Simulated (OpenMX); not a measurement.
# A series of single points on KCl

System: KCl (2 atoms in the cell).
Method: Kohn-Sham DFT of a periodic cell, PBE, OpenMX 2013 PBE set, no spin polarisation (OpenMX 3.8.5).

The 7 runs differ only in the geometry, by an even scaling of the cell at fixed fractional positions. The structure derives from a Materials Project entry.

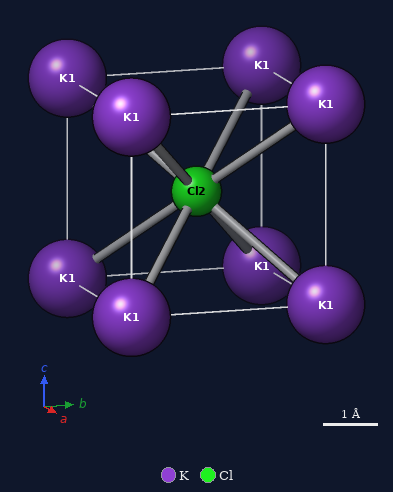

Figure 1. The structure of run 4 (ball-and-stick view of the cell of the calculation, seen slightly off an axis; atoms are numbered from 1 in the order of the input).

### Input of run 4
```
System.CurrrentDirectory             ./
System.Name                          KCl
DATA.PATH                            ./DFT_DATA13
level.of.stdout                      1
level.of.fileout                     0
Species.Number                       2
<Definition.of.Atomic.Species
  K   K10.0-s3p2d1           K_PBE13
  Cl  Cl7.0-s2p2d1f1         Cl_PBE13
Definition.of.Atomic.Species>

Atoms.Number                         2
Atoms.SpeciesAndCoordinates.Unit     FRAC
<Atoms.SpeciesAndCoordinates
    1  K     0.0000000000    0.0000000000    0.0000000000   4.500  4.500
    2  Cl    0.5000000000    0.5000000000    0.5000000000   3.500  3.500
Atoms.SpeciesAndCoordinates>

Atoms.UnitVectors.Unit               Ang
<Atoms.UnitVectors
     3.8391960000    0.0000000000    0.0000000000
     0.0000000000    3.8391960000    0.0000000000
     0.0000000000    0.0000000000    3.8391960000
Atoms.UnitVectors>

scf.XcType                           GGA-PBE
scf.SpinPolarization                 off
scf.ElectronicTemperature            580.226
scf.energycutoff                     300.0
scf.maxIter                          100
scf.EigenvalueSolver                 band
scf.Kgrid                            7 7 7
scf.Mixing.Type                      rmm-diisk
scf.Init.Mixing.Weight               0.05
scf.Min.Mixing.Weight                0.001
scf.Max.Mixing.Weight                0.3
scf.Mixing.History                   25
scf.Mixing.StartPulay                8
scf.criterion                        1.0e-8
scf.stress.tensor                    on
MD.Type                              nomd
```

Command:
```bash
openmx KCl.dat -nt 1 > KCl.std
```

Run 3 has the same physical settings and fractional positions; its lattice vectors (Å) are:
```
   3.813429    0.000000    0.000000
   0.000000    3.813429    0.000000
   0.000000    0.000000    3.813429
```

### Results, with one run withheld

| run | volume per atom (Å³) | free energy per atom, from the lowest run given (meV) | gap on the mesh (eV) |
| --- | --- | --- | --- |
| 1 | 26.596 | 7.37 | 5.39 |
| 2 | 27.162 | 3.21 | 5.28 |
| 3 | 27.728 | ? | ? |
| 4 | 28.294 | 0.00 | 5.10 |
| 5 | 28.860 | 0.52 | 5.02 |
| 6 | 29.426 | 2.24 | 4.94 |
| 7 | 29.991 | 5.17 | 4.87 |

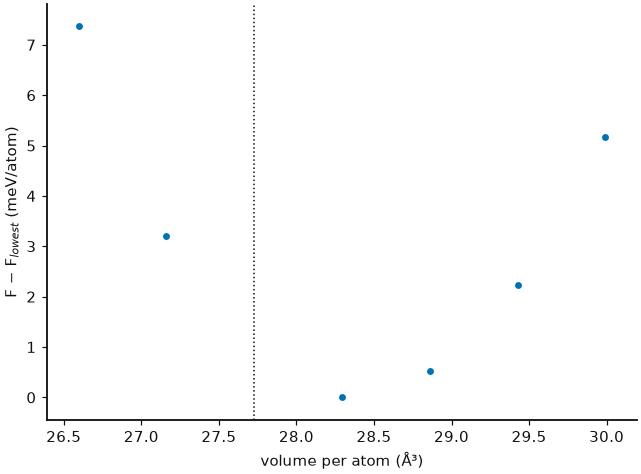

Figure 2. Free energy per atom of the runs given; the dotted line marks run 3.

What should run 3 give?

A cubic polynomial in V^(−2/3) (the Birch–Murnaghan form), fitted to the 6 runs given, misses them by at most 0.04 meV per atom. With x = V^(−2/3) − 0.10757 Å⁻², it reads F = −0.029214 + 10.411 x + 3.3384e+05 x² + 7.94e+05 x³ (meV per atom). At run 3 it gives 0.83 meV per atom, and the run itself gives 0.81. The fit has its minimum at 28.350 Å³ per atom, where V d²F/dV² gives 19.4 GPa: the bulk modulus at this level, since symmetry fixes the shape and the positions. The gap on the mesh goes, without turning, from 5.39 eV in run 1 to 4.87 eV in run 7; run 3 has 5.19 eV. These are gaps of this functional on this mesh, which can miss the band edges; they aren't the measured gap.

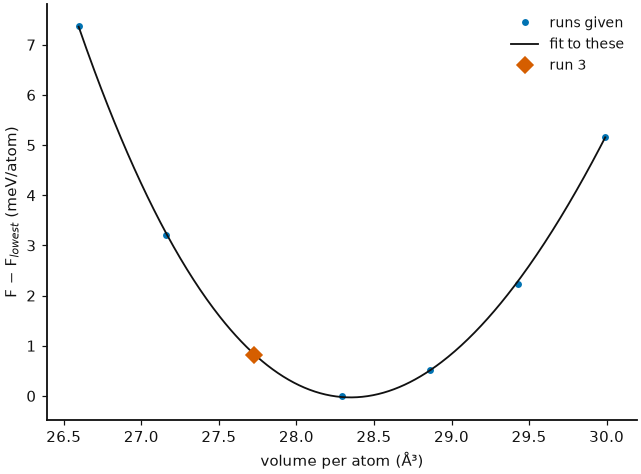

Figure 3. The fit and the withheld run.

### Some lines of the output (run 3)
```
[...]
  Cell_Volume =    374.234167810443 (Bohr^3)
        Total energy (Hartree) at MD = 1
   kloop=0
   kloop=1
   kloop=171
```

Notes: With a small basis of atomic orbitals these values can differ much from converged plane-wave results.
